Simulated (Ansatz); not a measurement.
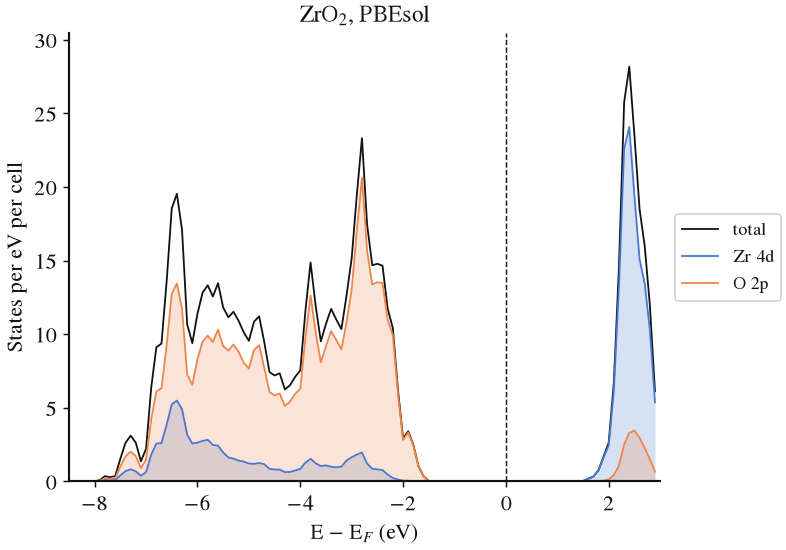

Density of states. Energies are counted from the Fermi level. The partial curves are projected on Löwdin-orthogonalised atomic shells.

Calculation on ZrO2, space group C2/m (No. 12), 15 atoms in the cell.

Level of theory: DFT PBEsol, scalar-relativistic, plane waves, PAW, no spin polarisation, 4×4×5 k mesh, 420 eV cutoff, Gaussian smearing of 0.02 eV; code Ansatz.

Q: Is there a gap at the Fermi level, and how wide?

A: There is a gap; over the k points computed it is 3.33 eV.

Q: What is the character of the states on either side of the gap?

A: By projected weight, the top eV of the valence band is O 2p almost alone; the bottom eV of the conduction band is Zr 4d (85 %). The gap is of charge-transfer type, from anion p to metal d states.

Q: How wide is the upper valence band?

A: The upper group of valence states starts about 6.1 eV under the valence-band top (which lies at −1.7 eV on this axis), with a gap beneath it; it holds about 60 electrons a cell.
